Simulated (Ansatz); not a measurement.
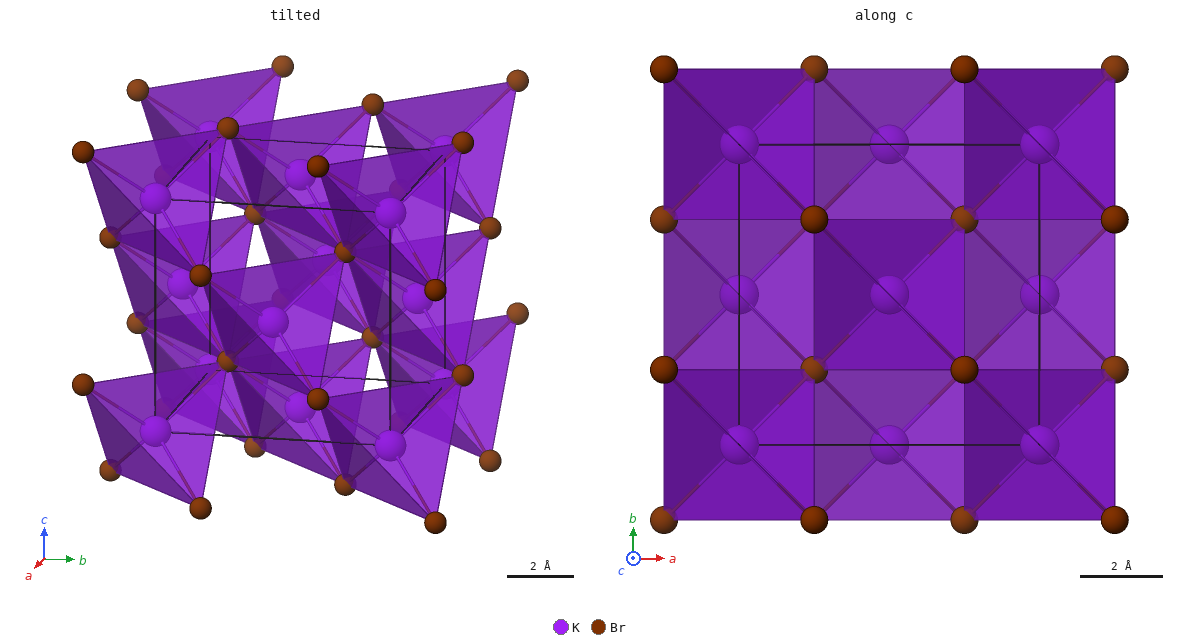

Polyhedral representation of a periodic structure, projected slightly off an axis and along the c axis. The box is the conventional unit cell; atoms on or close to its faces, edges and corners are drawn wherever they repeat. A few atoms beyond the faces are included.

KBr, zinc blende (sphalerite type), space group F-43m (No. 216), a = 7.377 Å, b = 7.377 Å, c = 7.377 Å, α = 90.00°, β = 90.00°, γ = 90.00°. The initial geometry was a structure type filled with these elements by a generator (whether the compound takes this form wasn't checked). Earlier steps of the study may have refined or changed the cell and positions. It went into a calculation with Ansatz.

This one geometry was computed with Ansatz (DFT, plane waves, PAW) at six levels of theory: PBE0, dielectric-dependent PBE0 (fraction 1/eps_inf of PBE), Hartree-Fock, r2SCAN, LDA and PBE with spin-orbit coupling. It was relaxed beforehand with r2SCAN.

Q: Which level gives the highest pressure at this volume, and what does that say about its equilibrium volume?

A: Highest: Hartree-Fock (1.1 GPa), which points to the largest equilibrium volume. Lowest, with the smallest volume: LDA (-1.0 GPa). Levels within 0.5 GPa of each other can't be told apart.

Q: How does the band gap change with the level of theory?

A: LDA: a gap of 3.98 eV, indirect; PBE with spin-orbit coupling: a gap of 4.14 eV, indirect; r2SCAN: a gap of 4.84 eV, indirect; PBE0: a gap of 6.12 eV, indirect; dielectric-dependent PBE0 (fraction 1/eps_inf of PBE): a gap of 7.93 eV, indirect; Hartree-Fock: a gap of 11.27 eV, direct.

Q: Collect the results in a table.

A:
| level | cutoff (eV) | k-mesh of the run's cell | gap (eV) | pressure (GPa) |
| --- | --- | --- | --- | --- |
| PBE0 | 420 | 4×4×4 | 6.12 | 0.1 |
| dielectric-dependent PBE0 (fraction 1/eps_inf of PBE) | 420 | 4×4×4 | 7.93 | 0.0 |
| Hartree-Fock | 420 | 4×4×4 | 11.27 | 1.1 |
| r2SCAN | 500 | 6×6×6 | 4.84 | 0.0 |
| LDA | 420 | 6×6×6 | 3.98 | -1.0 |
| PBE with spin-orbit coupling | 420 | 6×6×6 | 4.14 | 0.3 |

Gaps are taken on the k-mesh or band path of each run.
